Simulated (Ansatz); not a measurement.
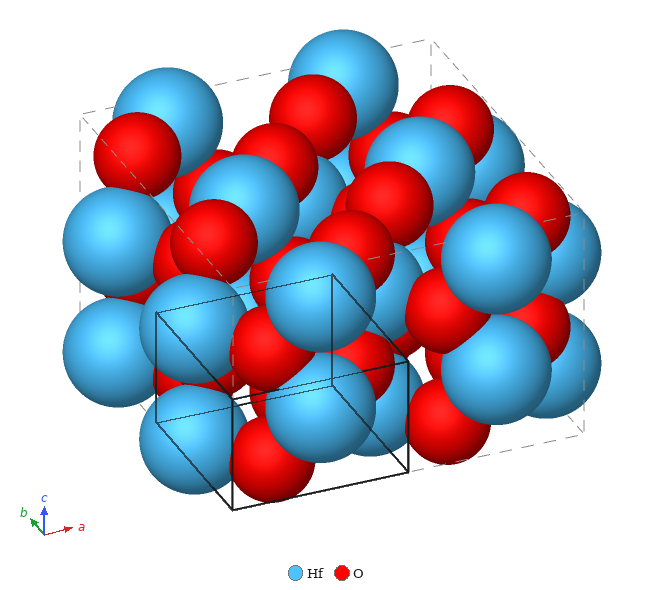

Crystal structure, space-filling style, seen from a general direction. The drawing covers 2×2×2 cells, and the solid lines enclose one conventional unit cell. Cell: a = 4.838 Å, b = 4.838 Å, c = 3.220 Å, α = 90.00°, β = 90.00°, γ = 90.00°.

What structure is drawn here?

- Its composition is HfO$_{2}$.
- Space group P-42_1m (No. 113), lattice primitive tetragonal.
- Atoms per cell: 6 (2 Hf, 4 O).
- Each Hf has six O in a distorted octahedral arrangement at about 2.0 to 2.2 Å. Around each O lie three Hf at about 2.0 to 2.2 Å. Not all metal-metal contacts are counted.

Origin of the cell: a structure listed in the Materials Project. The cell was then strained or its atoms displaced on purpose. Ansatz was used for an electronic-structure calculation on it.

At this level of theory the run's own cell isn't at rest (forces up to 1.7 eV/Å), so its distances can differ from those at equilibrium, the more so the softer the solid.
